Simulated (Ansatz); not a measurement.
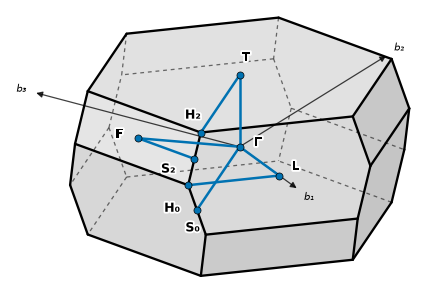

For SiGe, the input geometry of an electronic-structure calculation (not necessarily at equilibrium); the starting structure was generated, so it need not be a known form of this composition: the figure shows the first Brillouin zone with its special points and a band path. Symmetry computed with spglib at a tolerance of 0.002 Å; standard conventional cell.

Labels and path follow the convention of Hinuma et al. (2017), as computed by seekpath; the arrows show the directions of the reciprocal primitive vectors b₁, b₂, b₃.

> Name the Bravais lattice of the crystal.

A rhombohedral lattice (hR; extended symbol hR1). The zone is a truncated octahedron in its combinatorial type: 14 faces (6 with 4 edges, 8 with 6 edges), 36 edges, 24 vertices.

> Write the standard path through the labelled points.

Γ–T–H₂ | H₀–L–Γ–S₀ | S₂–F–Γ
